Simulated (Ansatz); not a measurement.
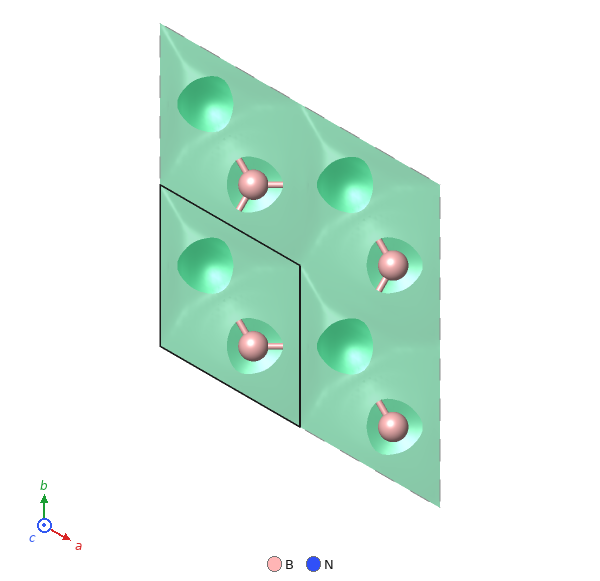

The green surface encloses the points that the centre of a probe sphere of radius 0.10 Å can occupy in BN (P6_3/mmc, No. 194), computed on a grid of about 0.10 Å (2×2×1 cells shown, view along the c axis; pale faces close the region where the box cuts it).

Hard-sphere model; van der Waals radii (Alvarez): B 1.91 Å, N 1.66 Å.

Source of the atomic positions: the geometry relaxed at fixed volume with Ansatz 0.2.0, DFT r2SCAN, scalar-relativistic, plane waves, PAW.

```cif
data_structure
_symmetry_space_group_name_H-M 'P6_3/mmc'
_symmetry_Int_Tables_number 194
_cell_length_a 2.5034
_cell_length_b 2.5034
_cell_length_c 7.8660
_cell_angle_alpha 90.000
_cell_angle_beta 90.000
_cell_angle_gamma 120.000
_cell_volume 42.69
loop_
_atom_site_label
_atom_site_type_symbol
_atom_site_symmetry_multiplicity
_atom_site_Wyckoff_symbol
_atom_site_fract_x
_atom_site_fract_y
_atom_site_fract_z
_atom_site_occupancy
B1 B 2 c 0.33333 0.66667 0.25000 1
N1 N 2 d 0.33333 0.66667 0.75000 1
```

### Is the space open to the probe made of pockets or channels?

Where they connect, they form a two-dimensional network in layers parallel to (001).

### What share of the cell can the probe's centre reach?

About 8.8 % of the volume (3.8 Å³ of 42.7 Å³).

### Give the largest included and the largest free sphere.

The largest sphere that fits anywhere has a diameter of 1.06 Å; the largest that can travel through the crystal, about 0.4 Å.

### How does the connectivity change as the probe shrinks?

Below a radius of about 0.22 Å the space forms a two-dimensional network in layers parallel to (001). These are grid estimates, good to about 0.05 Å.
